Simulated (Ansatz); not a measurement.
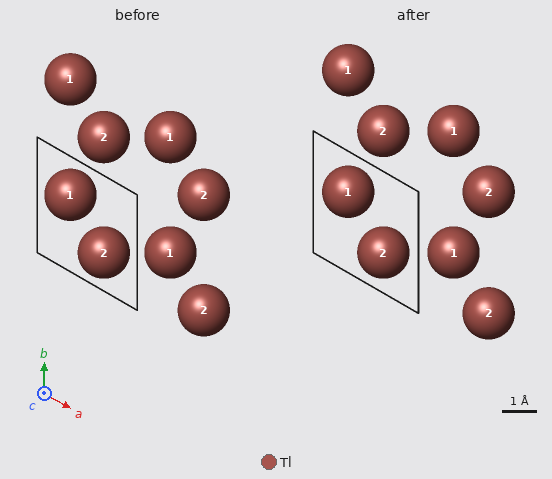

The structure of solid Tl (built on the hcp type) before (left) and after (right) a relaxation, at one scale.

Style: spheres-only. Shown: the cell of the calculation, repeated 2 × 2 × 1 with one cell outlined, along the c axis.

Computed with DFT PBE, scalar-relativistic, plane waves, PAW (Ansatz). (plane-wave cutoff 600 eV; k-point mesh 14 × 14 × 8; occupations gaussian; smearing width 0.05 eV; no spin polarisation; cell and atoms relaxed; force threshold 0.01 eV/Å; at most 60 steps)

Q: Describe what moved and what it gained.

A: The atoms keep their places relative to the cell (all moves are under 0.005 Å). The volume changes by +10.0 %, with a = b 3.460 → 3.644 Å (+5.3 %), c 5.533 → 5.484 Å (−0.9 %). Some distances before and after: Tl1–Tl1 3.460 → 3.644 Å, Tl1–Tl2 3.412 → 3.456 Å. Bond angles that change, for instance: Tl2–Tl1–Tl2 108.3° → 105.0°, Tl2–Tl1–Tl2 60.9° → 63.6°. The space group stays P6_3/mmc (No. 194). Over 9 accepted moves (10 points after the start) the energy falls by 24.9 meV per atom. All forces vanish by symmetry, so only the cell relaxes. Pressure: 3.03 GPa at the start and 0.00 GPa at the end. At 1 point the geometry stayed and the basis and grid were re-selected for the new cell (energy shift of less than 0.05 meV per atom at most each time).
